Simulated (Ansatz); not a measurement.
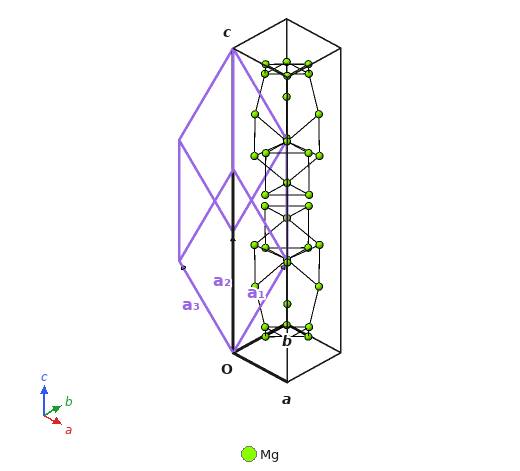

Crystal: Mg, the end point of a relaxation with DFT r2SCAN, scalar-relativistic, plane waves, PAW (Ansatz 0.2.0); the starting structure was generated, so it need not be a known form of this composition. The conventional cell (thin) and a primitive cell (coloured, vectors a₁, a₂, a₃). Symmetry computed with spglib at a tolerance of 0.002 Å; standard conventional cell.

a = 7.558 Å, b = 7.558 Å, c = 22.513 Å, α = 90.00°, β = 90.00°, γ = 120.00°.

### What is the centring, and how are the primitive vectors built?

R, rhombohedral (trigonal, hexagonal axes), with lattice points at (0, 0, 0), (2/3, 1/3, 1/3), (1/3, 2/3, 2/3). a₁ = 2/3 a + 1/3 b + 1/3 c; a₂ = −1/3 a + 1/3 b + 1/3 c; a₃ = −1/3 a − 2/3 b + 1/3 c.

### Give the primitive cell's size and content.

Edges 8.681, 8.681, 8.681 Å; angles 51.61°, 51.61°, 51.61°; volume 371.27 Å³, 1/3 of the conventional cell; 12 of its 36 atoms.
